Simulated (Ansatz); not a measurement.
A series of calculations on GaAs

Part 1: Vibrations

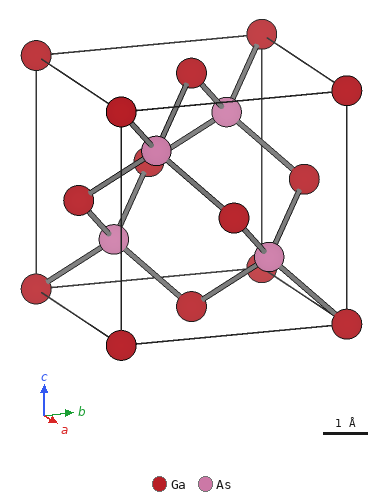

Phonons of crystalline GaAs relaxed at 5 GPa, space group F-43m (No. 216), at the zone centre. A ball-and-stick model of the conventional cell (4 times the calculation's cell), seen slightly off an axis. Lengths and directions refer to the drawn axes.

These are results of DFT PBEsol, scalar-relativistic, plane waves, PAW in Ansatz 0.2.0, not measurements.

Input
```yaml
crystal:
  lattice:
    - [0.0, 2.7713439132, 2.7713439132]
    - [2.7713439132, 0.0, 2.7713439132]
    - [2.7713439132, 2.7713439132, 0.0]
  atoms:
    - { symbol: Ga, position: [0.0, 0.0, 0.0] }
    - { symbol: As, position: [0.75, 0.75, 0.75] }
basis:
  ecutwfc: 420
kpoints:
  mp_grid: { grid: [12, 12, 12] }
hamiltonian:
  xc: pbesol
scf:
  occupations: { method: fixed }
output:
  eigenvalues: true
phonons:
  method: dfpt
  dielectric: true
  rigid_motions: translations
  eigenvectors: true
```

Launched with:
```bash
ansatz run input.yaml --threads 1 --pin off --max-ram 3072MiB --backend cpu --events-out ev --progress --plain --runs-dir out
```

Frequencies are those without the non-analytic (LO–TO) term.

Question: List the optical modes.

Answer: The calculation's cell holds 2 atoms, so there are 3 optical modes, in 1 level. The optical modes span T₂. No level is unstable.

```csv
level,symmetry,frequency (cm⁻¹),activity
1,T₂,283,infrared- and Raman-active
```

The modes drawn as arrows (one member of each degenerate set):

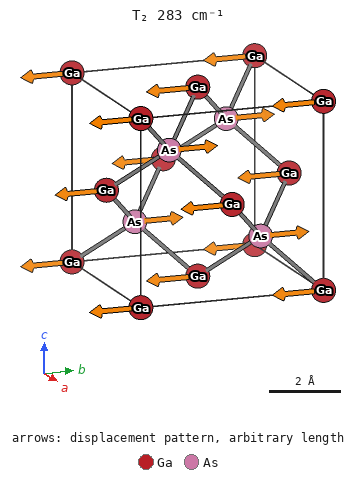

Part 2: Vibrations

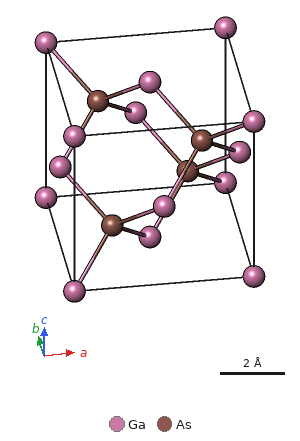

Normal modes of crystalline GaAs at 1.02 times its rest volume, space group F-43m (No. 216), at the zone centre. A ball-and-stick model of the conventional cell (4 times the calculation's cell), seen from a free direction. Lengths and directions refer to the drawn axes.

Theory: Ansatz, DFT PBEsol, scalar-relativistic, plane waves, PAW.

The input:
```yaml
crystal:
  lattice:
    - [0.0, 2.8482980125, 2.8482980125]
    - [2.8482980125, 0.0, 2.8482980125]
    - [2.8482980125, 2.8482980125, 0.0]
  atoms:
    - { symbol: Ga, position: [0.0, 0.0, 0.0] }
    - { symbol: As, position: [0.75, 0.75, 0.75] }
basis:
  ecutwfc: 420
kpoints:
  mp_grid: { grid: [12, 12, 12] }
hamiltonian:
  xc: pbesol
scf:
  occupations: { method: fixed }
output:
  eigenvalues: true
phonons:
  method: dfpt
  dielectric: true
  rigid_motions: translations
  eigenvectors: true
```

Command:
```bash
ansatz run input.yaml --threads 1 --pin off --max-ram 3072MiB --backend cpu --events-out ev --progress --plain --runs-dir out
```

Frequencies are those without the non-analytic (LO–TO) term.

Question: Give the spectrum at this point.

Answer: The calculation's cell holds 2 atoms, so there are 3 optical modes, in 1 level. The optical modes span T₂. No level is unstable.

| level | symmetry | frequency (cm⁻¹) | activity |
| --- | --- | --- | --- |
| 1 | T₂ | 256 | infrared- and Raman-active |

The modes drawn as arrows (one member of each degenerate set):

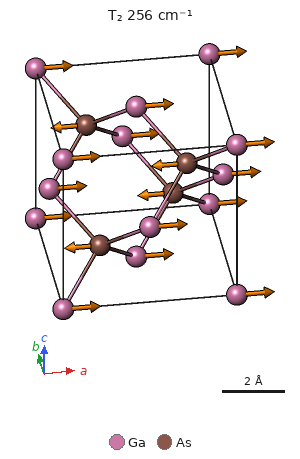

Part 3: One mode

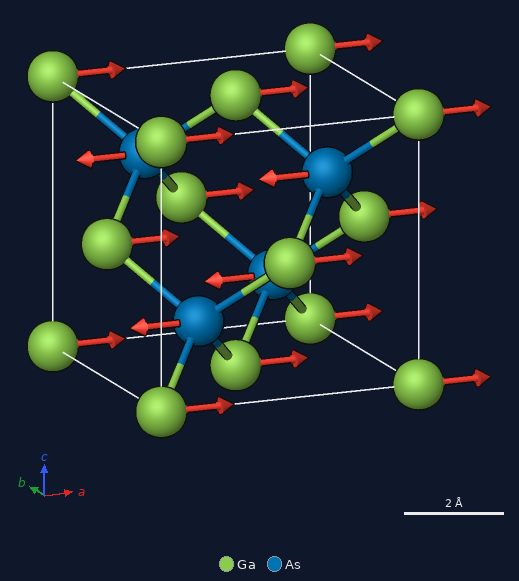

One vibrational mode of crystalline GaAs at the zone centre. Displacements are drawn as red arrows; their common scale and sign are arbitrary. A ball-and-stick model of the conventional cell (4 times the calculation's cell), seen slightly off an axis. Lengths and directions refer to the drawn axes.

These are results of DFT PBEsol, scalar-relativistic, plane waves, PAW in Ansatz 0.2.0, not measurements.

The input:
```yaml
crystal:
  lattice:
    - [0.0, 2.8295586673, 2.8295586673]
    - [2.8295586673, 0.0, 2.8295586673]
    - [2.8295586673, 2.8295586673, 0.0]
  atoms:
    - { symbol: Ga, position: [0.0, 0.0, 0.0] }
    - { symbol: As, position: [0.75, 0.75, 0.75] }
basis:
  ecutwfc: 420
kpoints:
  mp_grid: { grid: [12, 12, 12] }
hamiltonian:
  xc: pbesol
scf:
  occupations: { method: fixed }
output:
  eigenvalues: true
phonons:
  method: dfpt
  dielectric: true
  rigid_motions: translations
  eigenvectors: true
```

Launched with:
```bash
ansatz run input.yaml --threads 1 --pin off --max-ram 3072MiB --backend cpu --events-out ev --progress --plain --runs-dir out
```

Frequencies are those without the non-analytic (LO–TO) term.

### Give the symmetry, activity and frequency of this mode.

This is the T₂ mode (triply degenerate; one member of the set is drawn) at 262 cm⁻¹, the only optical level, infrared- and Raman-active by symmetry. The Ga sublattice moves against the As sublattice, along a; the kinetic energy is shared as Ga 52 %, As 48 %. Its infrared intensity is 8.6 (D/Å)²/amu for the set. The value is the transverse one; the longitudinal partner lies at 280 cm⁻¹.

Part 4: One mode

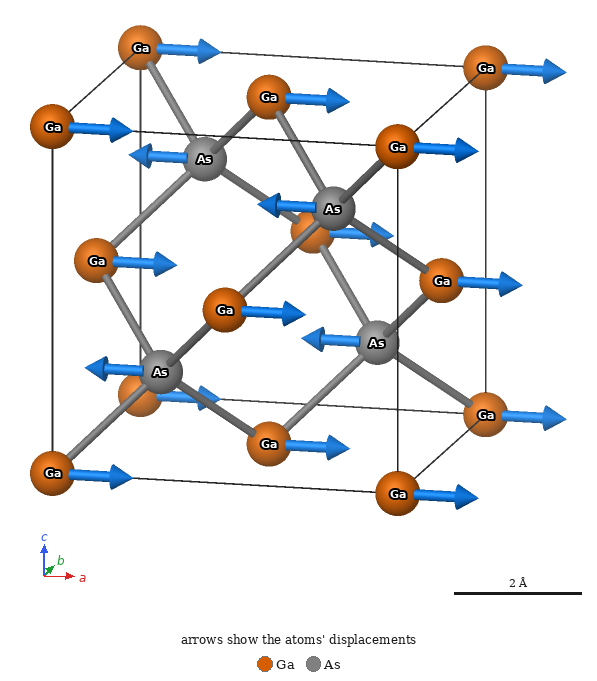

One vibrational mode of a crystal of GaAs at 0.98 times its rest volume at the zone centre. The blue arrows give the relative displacements of the atoms. Style: ball-and-stick. Shown: the conventional cell (4 times the calculation's cell), slightly off an axis. Lengths and directions refer to the drawn axes.

These are results of Ansatz, DFT PBEsol, scalar-relativistic, plane waves, PAW, not measurements.

Input
```yaml
crystal:
  lattice:
    - [0.0, 2.8105677685, 2.8105677685]
    - [2.8105677685, 0.0, 2.8105677685]
    - [2.8105677685, 2.8105677685, 0.0]
  atoms:
    - { symbol: Ga, position: [0.0, 0.0, 0.0] }
    - { symbol: As, position: [0.75, 0.75, 0.75] }
basis:
  ecutwfc: 420
kpoints:
  mp_grid: { grid: [12, 12, 12] }
hamiltonian:
  xc: pbesol
scf:
  occupations: { method: fixed }
output:
  eigenvalues: true
phonons:
  method: dfpt
  dielectric: true
  rigid_motions: translations
  eigenvectors: true
```

Launched with:
```bash
ansatz run input.yaml --threads 1 --pin off --max-ram 3072MiB --backend cpu --events-out ev --progress --plain --runs-dir out
```

Frequencies are those without the non-analytic (LO–TO) term.

### Give the symmetry, activity and frequency of this mode.

This is the T₂ mode (triply degenerate; one member of the set is drawn) at 269 cm⁻¹, the only optical level, infrared- and Raman-active by symmetry. The Ga sublattice moves against the As sublattice, along a; the kinetic energy is shared as Ga 52 %, As 48 %. Its infrared intensity is 8.3 (D/Å)²/amu for the set. The value is the transverse one; the longitudinal partner lies at 286 cm⁻¹.
